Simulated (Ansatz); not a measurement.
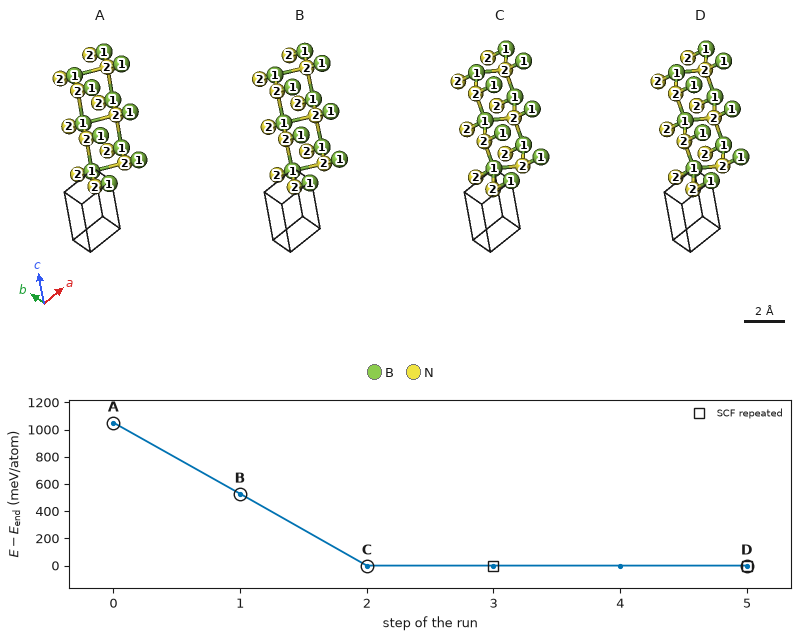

Frames of a relaxation of a crystal of BN (set up in P1), marked on the history of the run. Style: ball-and-stick. Shown: the cell of the calculation, reduced to other axes, repeated 2 × 2 × 3 with one cell outlined, slightly off an axis. Lengths and directions refer to the drawn axes.

Case: all atoms moved at random, sigma 0.25 Å for each component; relaxed back.

All numbers below come from Ansatz 0.2.0, DFT PBE, scalar-relativistic, plane waves, PAW. Settings: plane-wave cutoff 420 eV; k-point mesh 10 × 10 × 10; occupations gaussian; smearing width 0.05 eV; no spin polarisation; atoms relaxed in a fixed cell; force threshold 0.01 eV/Å; at most 80 steps.

Q: Describe the path.

A: Over 3 accepted moves (5 points after the start) the energy falls by 1052 meV per atom. The largest force component goes from 7.6 to 0.00055 eV/Å. 2 steps only repeated the SCF at the same geometry. The largest moves, 0.20 Å, are those of B1 and N2. B1 goes roughly along [2 −3 2]. Largest moves by element: B 0.20 Å, N 0.20 Å. The cell doesn't change. Among the contacts that change: B1–N2 1.253 → 1.570 Å, B1–N2 (another image) 1.850 → 1.570 Å, B1–N2 (another image) 1.781 → 1.570 Å, B1–N2 (another image) 1.529 → 1.570 Å. Among the angles between lasting bonds that change: N2–B1–N2 134.0° → 109.5°, B1–N2–B1 134.0° → 109.5°, N2–B1–N2 89.8° → 109.5°. The space group (tolerance 0.01 Å) goes from P1 (No. 1) to F-43m (No. 216). Cost: 14 s on 2 threads of Arm Neoverse V2 (shared host), peak memory 0.37 GiB. From step 0 to 1: B and N atoms move most (0.05 Å), energy −523 meV per atom. From step 1 to 2: B and N atoms move most (0.15 Å), energy −529 meV per atom. From step 2 to 5: energy 0.0 meV per atom.
